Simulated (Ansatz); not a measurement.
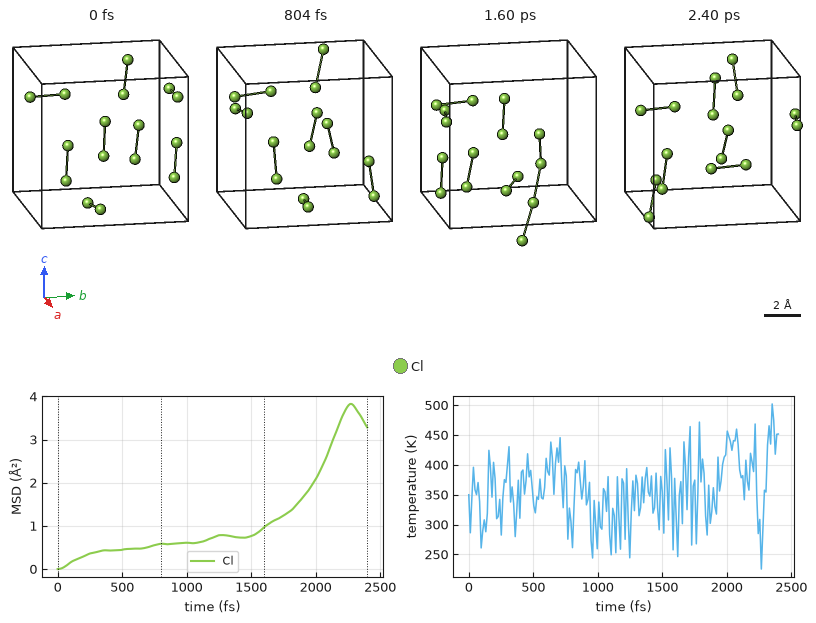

A Born-Oppenheimer molecular dynamics run of a periodic cell with 8 Cl2 at 1.57 g/cm³, 2.40 ps long. It starts from the last geometry of an earlier run, with fresh velocities. Frames and the history of the run. Style: ball-and-stick. Shown: the simulation cell, slightly off an axis. Atoms that leave the cell re-enter on the other side.

Level of theory: DFT PBE-D3(BJ), scalar-relativistic, plane waves, PAW (Ansatz 0.2.0). Settings: plane-wave cutoff 420 eV; k-point mesh 1 × 1 × 1; Fermi-Dirac smearing 0.02 eV; low-accuracy preset; constant energy (NVE); velocities drawn for 350 K; time step 12 fs.

The input:
```yaml
accuracy: low
crystal:
  lattice:
    - [8.434327, 0.0, 0.0]
    - [0.0, 8.434327, 0.0]
    - [0.0, 0.0, 8.434327]
  atoms:
    - { symbol: Cl, position: [0.37510529, 0.0379612, 0.74628257] }
    - { symbol: Cl, position: [0.35931932, 0.27937282, 0.75051545] }
    - { symbol: Cl, position: [0.92259391, 0.93766559, 0.84117657] }
    - { symbol: Cl, position: [0.67865562, 0.92843745, 0.83882889] }
    - { symbol: Cl, position: [0.91902943, 0.44286876, 0.69516419] }
    - { symbol: Cl, position: [0.91208307, 0.43389393, 0.45438171] }
    - { symbol: Cl, position: [0.65371012, -0.01622675, 0.45406033] }
    - { symbol: Cl, position: [0.71719151, -0.04459212, 0.2304799] }
    - { symbol: Cl, position: [0.16800632, 0.82181517, 0.45990123] }
    - { symbol: Cl, position: [0.15449918, 0.79791703, 0.22221633] }
    - { symbol: Cl, position: [0.9360382, 0.4075121, 0.0932218] }
    - { symbol: Cl, position: [0.68918194, 0.36951619, 0.07670963] }
    - { symbol: Cl, position: [0.35864443, 0.70838133, 0.96663099] }
    - { symbol: Cl, position: [0.32921189, 0.6849239, 0.7203122] }
    - { symbol: Cl, position: [0.34937243, 0.28842463, 0.14647191] }
    - { symbol: Cl, position: [0.35944001, 0.29931552, 0.39278297] }
basis:
  ecutwfc: 420.0
kpoints:
  mp_grid: { grid: [1, 1, 1] }
hamiltonian:
  xc: pbe
  dispersion: d3bj
scf:
  occupations: { method: fermi_dirac, width: 0.02 }
  lower_state_search: "off"
  max_iter: 61
md:
  timestep: 12
  n_steps: 200
  ensemble: nve
  temperature: 350.0
  initial_velocities: maxwell_boltzmann
  seed: 204482
```

Run as
```bash
ansatz run input.yaml --threads 1 --pin off --max-ram 3072MiB --backend cpu --events-out ev --progress --plain --runs-dir out
```

**What happens in this trajectory?**

In the second half of the run the atoms are, in the root-mean-square, this far from where they began (common drift taken out): Cl 1.34 Å. The molecules turn and drift from their places. The mean temperature in the second half is 370 K (standard deviation 59 K). The potential energy in the second half lies on average 2.1 meV per atom above the first frame. The total energy moves between −1.7 and 12 meV per atom from its start, in jumps that begin near 0 fs. That is too much for reliable dynamics. The time step of 12 fs is long for the fastest vibrations here (lightest element chlorine).

Limits of the set-up: the program's low-accuracy preset was used; the periodic images lie only 8.4 Å apart, so the values are limited by the cell's size.

The run took 12 min on 1 thread of Arm Neoverse V1, on a shared host, peak memory 0.5 GiB.
